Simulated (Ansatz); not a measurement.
Run report: Ti, single-point calculation (part 1 of 2)

Ti (27 atoms in the cell), computed with DFT, PBE, plane waves, PAW, no spin polarisation (Ansatz 0.2.0).

The structure derives from an entry of the Crystallography Open Database.

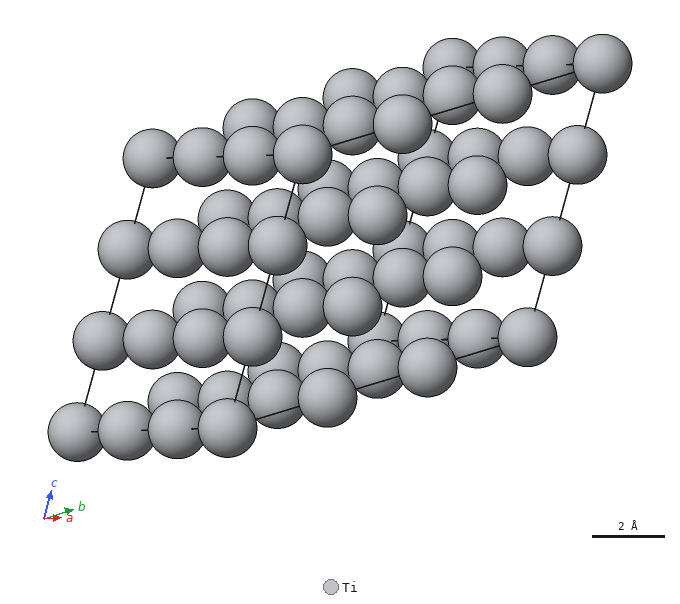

The input geometry (spheres-only view of the cell of the calculation, seen at an oblique angle). An atom can appear more than once, as a periodic image.

## Summary

```json
{"quantity": "outcome", "value": "converged"}
{"quantity": "space group (tolerance 0.01 Å)", "value": "Fm-3m (225)"}
{"quantity": "electrons treated", "value": "324"}
{"quantity": "free energy", "value": "−67489.5279 eV"}
{"quantity": "Fermi energy", "value": "13.259 eV"}
{"quantity": "gap on the k-point mesh", "value": "none (metallic)"}
{"quantity": "pressure", "value": "0.05 GPa"}
{"quantity": "largest force (length of the vector)", "value": "under 0.001 eV/Å"}
{"quantity": "hardware", "value": "4 threads of Arm Neoverse V2, 24 GiB of memory available, shared host"}
{"quantity": "wall time", "value": "12 s (CPU time 46 s)"}
{"quantity": "peak memory", "value": "2.3 GiB"}
```

## Notes

Settings chosen away from the usual ones: scf.convergence.dr2_threshold set to 0.0001. These settings are looser than, or depart from, a standard set-up, so the numbers are not reference values for this system. The program warns: the SCF threshold is loose for the printed forces; the SCF threshold is looser than advised for the printed stress.

## The input
```yaml
crystal:
  lattice:
    - [0.0, 6.1680525689, -6.1680525689]
    - [-6.1680525689, 0.0, -6.1680525689]
    - [-6.1680525689, 6.1680525689, 0.0]
  atoms:
    - { symbol: Ti, position: [0.6666666667, 0.6666666667, 0.0] }
    - { symbol: Ti, position: [0.3333333333, 0.6666666667, 0.0] }
    - { symbol: Ti, position: [0.6666666667, 0.3333333333, 0.0] }
    - { symbol: Ti, position: [0.0, 0.6666666667, 0.0] }
    - { symbol: Ti, position: [0.3333333333, 0.3333333333, 0.0] }
    - { symbol: Ti, position: [0.6666666667, 0.0, 0.0] }
    - { symbol: Ti, position: [0.0, 0.3333333333, 0.0] }
    - { symbol: Ti, position: [0.3333333333, 0.0, 0.0] }
    - { symbol: Ti, position: [0.0, 0.0, 0.0] }
    - { symbol: Ti, position: [0.6666666667, 0.6666666667, 0.3333333333] }
    - { symbol: Ti, position: [0.3333333333, 0.6666666667, 0.3333333333] }
    - { symbol: Ti, position: [0.6666666667, 0.3333333333, 0.3333333333] }
    - { symbol: Ti, position: [0.0, 0.6666666667, 0.3333333333] }
    - { symbol: Ti, position: [0.3333333333, 0.3333333333, 0.3333333333] }
    - { symbol: Ti, position: [0.6666666667, 0.0, 0.3333333333] }
    - { symbol: Ti, position: [0.0, 0.3333333333, 0.3333333333] }
    - { symbol: Ti, position: [0.3333333333, 0.0, 0.3333333333] }
    - { symbol: Ti, position: [0.0, 0.0, 0.3333333333] }
    - { symbol: Ti, position: [0.6666666667, 0.6666666667, 0.6666666667] }
    - { symbol: Ti, position: [0.3333333333, 0.6666666667, 0.6666666667] }
    - { symbol: Ti, position: [0.6666666667, 0.3333333333, 0.6666666667] }
    - { symbol: Ti, position: [0.0, 0.6666666667, 0.6666666667] }
    - { symbol: Ti, position: [0.3333333333, 0.3333333333, 0.6666666667] }
    - { symbol: Ti, position: [0.6666666667, 0.0, 0.6666666667] }
    - { symbol: Ti, position: [0.0, 0.3333333333, 0.6666666667] }
    - { symbol: Ti, position: [0.3333333333, 0.0, 0.6666666667] }
    - { symbol: Ti, position: [0.0, 0.0, 0.6666666667] }
basis:
  ecutwfc: 420
  xc_grid: 2
kpoints:
  mp_grid: { grid: [4, 4, 4], shift: [0.0, 0.0, 0.0] }
hamiltonian:
  xc: pbe
scf:
  occupations: { method: gaussian, width: 0.1 }
  convergence: { dr2_threshold: 0.0001 }
output:
  forces: true
  eigenvalues: true
  stress: true
```

Command:
```bash
ansatz run input.yaml --threads 4 --pin off --max-ram 10240MiB --backend cpu --events-out ev --progress --plain --runs-dir out
```

## Output
```
Warning: scf.convergence.dr2_threshold = 1e-4 eV is looser than this run's default, which is 1e-7 eV or tighter. The error in the forces grows as the threshold's square root, so leave the key out unless less accurate forces are enough
Warning: output.stress: scf.convergence.dr2_threshold = 1e-4 eV is looser than the 2.7e-9 eV advised for a printed stress (1e-10 eV for each atom of the cell: 27). What an SCF threshold leaves in a stress goes as its square root, and in the free energy as the threshold itself, and one threshold admits the most on a small cell: of the crystals measured, under no hybrid functional and no lock of the moments, on runs that ended without the residual-converged pass, on stresses that held no estimate of that error, the worst erred by over 100 MPa in a component at 1e-7 eV an atom and by under 5 at 1e-10. Set scf.convergence.dr2_threshold to 2.7e-9 eV or tighter. The threshold is an SCF's pass mark: one that does not reach it within its budget of iterations ends unconverged, or closes short of it on a stop that the run arms, and scf.convergence.dr2_threshold's page says what that costs each kind of run
Engine: ansatz 0.2.0, aarch64-unknown-linux-gnu
Pseudopotentials: kind: paw
Pseudopotential: Ti, paw, valence charge 12, recommended cutoff 420 eV (normal), Ti.paw.azcp
Functional definition: PBE
  parameter kappa = 0.804
  parameter beta = 0.06672455060314922
  exchange = pbe_x(kappa = kappa, mu = beta*pi^2/3)
  correlation = pbe_c(beta = beta)
Crystal: 27 atoms, lattice volume = 469.326 Å³
Basis set: ecut = 420 eV, 9257 PW (Γ), exchange–correlation on 120×120×120 points (8 copies of the dense FFT grid, shifted against one another)
Bands: 195, of which v1, the nominal top of the filled ones, is band 162 counted from 1 (161 counted from 0)
Symmetry: 1296 space group operations
Space group: Fm-3m (ITA 225), of the structure as read, at distance tolerance 7.8e-5 Å
k-points: 8 of 64
Non-local potential: Ti, projectors of the file, l = 0: 3, l = 1: 2, l = 2: 3, l = 3: 1
PAW form: soft (Blöchl's): semilocal exchange-correlation on the pseudo side does not see the compensation charge
PAW one-centre angular grid: Ti, 590 points (default); XC on 64 Gauss nodes
Initial density: superposition of atomic densities (neutral atoms: chi_scale 0, normalization atom), corrected by the library's trained network
Initial wavefunctions: pseudopotential atomic-orbital guess
Functional: x = pbe(κ = 0.804, μ = 0.2195149727645171), c = pbe(β = 0.06672455060314922)
SCF iter   1: F=—  HF=-67489.529204 eV  |F-HF|=—  |Δ(HF+E_count)|=         —  Δρ=2.22e-3  dr2=6.68e-3  ethr=1.77e-3  ⟨swp⟩=5.2  Hψ=5874  notcnv=0
preconditioner: auto → Kerker (q_TF=auto, 2.565 Å⁻¹)  [metal: Δε(μ)=0.022 eV  Ē_g=2.296 eV  σ=0.100 eV  W_gap=0.13  n_scr=136 (ndim 8)  ℏωp=17.8 eV  f_vac=0.000  D(μ)=54.54/eV (n_scr^D=748)]
SCF iter   2: F=—  HF=-67489.525190 eV  |F-HF|=—  |Δ(HF+E_count)|=   4.01e-3  Δρ=1.30e-3  dr2=3.80e-3  ethr=2.06e-6  ⟨swp⟩=2.5  Hψ=3350  notcnv=0  defer=3
SCF iter   3: F=—  HF=-67489.527962 eV  |F-HF|=—  |Δ(HF+E_count)|=   2.77e-3  Δρ=3.76e-4  dr2=3.91e-4  ethr=1.17e-6  ⟨swp⟩=2.0  Hψ=2577  notcnv=0  defer=3
iter 4 did not close the SCF: its close was put off for the readings that it lacked (scf_convergence_deferred on its scf_iter line)
SCF iter   4: F=-67489.527887 eV  HF=-67489.527911 eV  |F-HF|=2.34e-5  |Δ(HF+E_count)|=   5.15e-5  Δρ=1.44e-4  dr2=6.46e-5  ethr=1.21e-7  ⟨swp⟩=3.5  Hψ=3374  notcnv=0  defer=3
iter 5 did not close the SCF: its close was put off for the readings that it lacked (scf_convergence_deferred on its scf_iter line)
SCF iter   5: F=-67489.527902 eV  HF=-67489.527904 eV  |F-HF|=2.11e-6  |Δ(HF+E_count)|=   6.29e-6  Δρ=3.67e-5  dr2=5.35e-6  ethr=1.99e-8  ⟨swp⟩=2.4  Hψ=2236  notcnv=0  defer=3
SCF iter   6: F=-67489.527904 eV  HF=-67489.527904 eV  |F-HF|=2.36e-9  |Δ(HF+E_count)|=   8.10e-7  Δρ=5.12e-6  dr2=1.02e-7  ethr=1.65e-9  ⟨swp⟩=6.4  Hψ=4993  notcnv=0
SCF 1 converged in 6 iterations: F = -67489.527904 eV  dr2 = 1.02e-7
  greatest PAW one-centre occupation: 0.999 electrons in one spin orbital (limit 2), on the Ti atom at site 26 (counted from 0), in its partial waves of l = 0
```

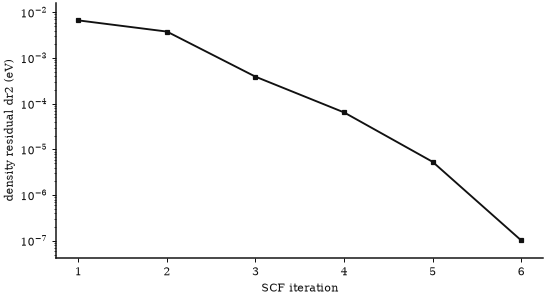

Convergence of the self-consistent field: density residual dr2 against the SCF iteration. The residual falls at every step.

```
SCF converged after 6 iterations
Free energy (F): -67489.527904 eV
Harris-Foulkes:  -67489.527904 eV  (|F-HF|=2.36e-9)
Internal energy: -67489.253869 eV  (E = F + TS)
E sigma→0 (E₀):  -67489.390886 eV
Entropy (-TS):   -0.274035 eV (-10.149 meV/atom)
Fermi energy:    13.259292 eV
--- Per-component energies (eV) ---
  E_band       = -4247.341232
  E_kinetic    = 7356.979635
  E_local      = -21957.935870  (includes V_loc(G=0)·N_el)
  E_nonlocal   = 219.668928
  E_hartree    = 9020.253994
  E_xc         = -2630.865484
  E_vxc        = -3291.329010  (∫ρ·V_xc dr)
  E_paw        = -28285.650376  (= ΣΔE_a)
  E_vpaw       = -4615.239019  (= ΣTr[D̂ρ^β])
  E_aug_tail   = 0.002812  (compensation charges beyond the density's cutoff)
  E_ewald      = -31211.707508
  E_smearing   = -0.274035  (= −TS)
  E_closure    = 0.000000  (closes the sum)
  Σ components = -67489.527904   (vs F -67489.527904, Δ=0.00e0)
--- Forces (eV/Å), atoms counted from 1 ---
  atom   1  Ti    -0.00000000    -0.00000000     0.00000000
  atom   2  Ti    -0.00000000    -0.00000000     0.00000000
  atom   3  Ti     0.00000000    -0.00000000    -0.00000000
  atom   4  Ti    -0.00000000    -0.00000000    -0.00000000
  atom   5  Ti     0.00000000    -0.00000000     0.00000000
  atom   6  Ti    -0.00000000     0.00000000    -0.00000000
  atom   7  Ti     0.00000000    -0.00000000    -0.00000000
  atom   8  Ti     0.00000000     0.00000000    -0.00000000
  atom   9  Ti    -0.00000000     0.00000000    -0.00000000
  atom  10  Ti     0.00000000    -0.00000000    -0.00000000
  atom  11  Ti     0.00000000     0.00000000    -0.00000000
  atom  12  Ti    -0.00000000    -0.00000000    -0.00000000
  atom  13  Ti    -0.00000000     0.00000000    -0.00000000
  atom  14  Ti     0.00000000    -0.00000000     0.00000000
  atom  15  Ti     0.00000000    -0.00000000     0.00000000
  atom  16  Ti     0.00000000    -0.00000000    -0.00000000
  atom  17  Ti     0.00000000    -0.00000000     0.00000000
  atom  18  Ti     0.00000000    -0.00000000     0.00000000
  atom  19  Ti    -0.00000000    -0.00000000     0.00000000
  atom  20  Ti    -0.00000000    -0.00000000     0.00000000
  atom  21  Ti     0.00000000     0.00000000     0.00000000
  atom  22  Ti     0.00000000    -0.00000000     0.00000000
  atom  23  Ti     0.00000000    -0.00000000    -0.00000000
  atom  24  Ti     0.00000000     0.00000000    -0.00000000
  atom  25  Ti     0.00000000    -0.00000000     0.00000000
  atom  26  Ti     0.00000000    -0.00000000    -0.00000000
  atom  27  Ti     0.00000000     0.00000000     0.00000000
  max |Σ_I F_I| component: 1.85e-23 eV/Å
--- Stress (GPa, compression-positive) ---
        0.047874       0.000000      -0.000000
       -0.000000       0.047874      -0.000000
        0.000000       0.000000       0.047874
  P = ⅓ Tr σ = 0.0479 GPa (0.479 kbar)
--- Band table (eV; the first three rows and the last of 8) ---
```
